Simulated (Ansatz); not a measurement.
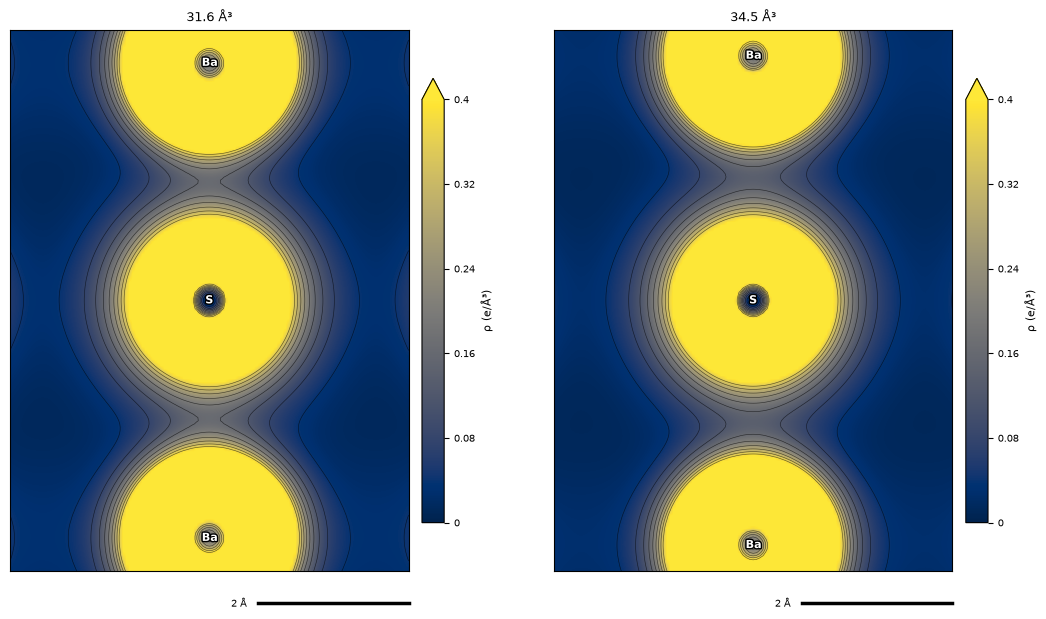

BaS. The valence pseudo-density of cells scaled evenly to different volumes (given per atom above each panel), on the (11̄0) plane of each (indices in the axes of the cell below), at one length scale and on one colour scale.

Level of theory: DFT, PBE, PAW with Ansatz's default frozen-core files, scalar-relativistic (Ansatz).

Core electrons are frozen (PAW), and the valence fields are smoothed inside the atomic spheres.

The largest cell:

```yaml
crystal:
  lattice:
    - [0.00000, 3.25639, 3.25639]
    - [3.25639, 0.00000, 3.25639]
    - [3.25639, 3.25639, 0.00000]
  atoms:
    - { symbol: Ba, position: [0.00000, 0.00000, 0.00000] }
    - { symbol: S, position: [0.50000, 0.50000, 0.50000] }
```

| volume (Å³/atom) | Ba–S contact in the plane (Å) | ρ at its midpoint (e/Å³) | pressure (GPa) | gap on the mesh (eV) | 
| --- | --- | --- | --- | --- |
| 31.60 | 3.161 | 0.164 | 2.3 | 2.22 | 
| 32.58 | 3.194 | ? | ? | ? | 
| 34.53 | 3.256 | 0.140 | −1.5 | 2.34 | 

### What values belong in the row with question marks?

Over the known rows ln ρ falls by 1.67 per Å of Ba–S distance (the line through the two), which gives 0.155 e/Å³ at 3.194 Å; the calculation gives 0.155 e/Å³. For the pressure, a straight line in volume between the neighbouring rows gives 1.0 GPa; the calculation gives 0.8. For the gap on the mesh, a straight line in volume between the neighbouring rows gives 2.26 eV; the calculation gives 2.26.
